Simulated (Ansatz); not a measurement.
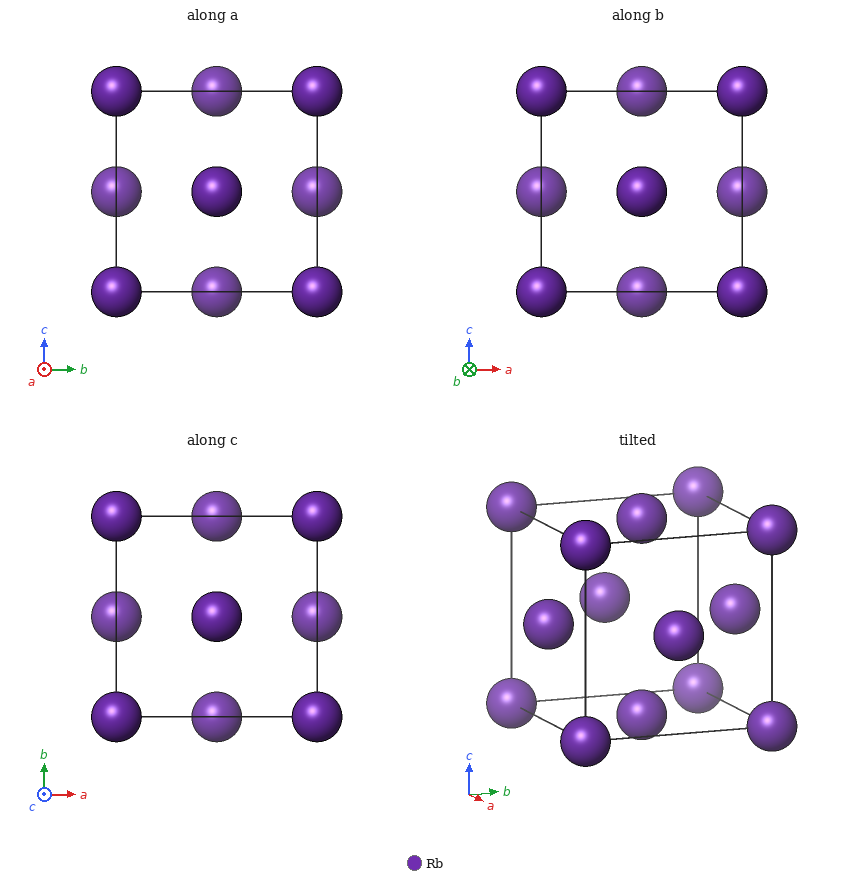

The figure gives a spheres-only picture of the atoms, viewed along the a axis, along the b axis, along the c axis and slightly off an axis. Atoms at the boundary of the conventional unit cell (the box) are drawn once for each face, edge or corner they touch.

Lattice parameters: a = 6.794 Å, b = 6.794 Å, c = 6.794 Å, α = 90.00°, β = 90.00°, γ = 90.00°. Put a along x and b in the xy plane.

> From the views, write a POSCAR file.

```
Rb
1.0
     6.794    0.000    0.000
     0.000    6.794    0.000
     0.000    0.000    6.794
Rb
4
Direct
  0.0000 0.0000 0.0000
  0.0000 0.5000 0.5000
  0.5000 0.0000 0.5000
  0.5000 0.5000 0.0000
```

The structure comes from a structure type filled with this element by a generator (whether the element takes this form wasn't checked). It is drawn as it came out of a relaxation with Ansatz, DFT, LDA (PW92), plane waves (420 eV) with PAW, scalar-relativistic.
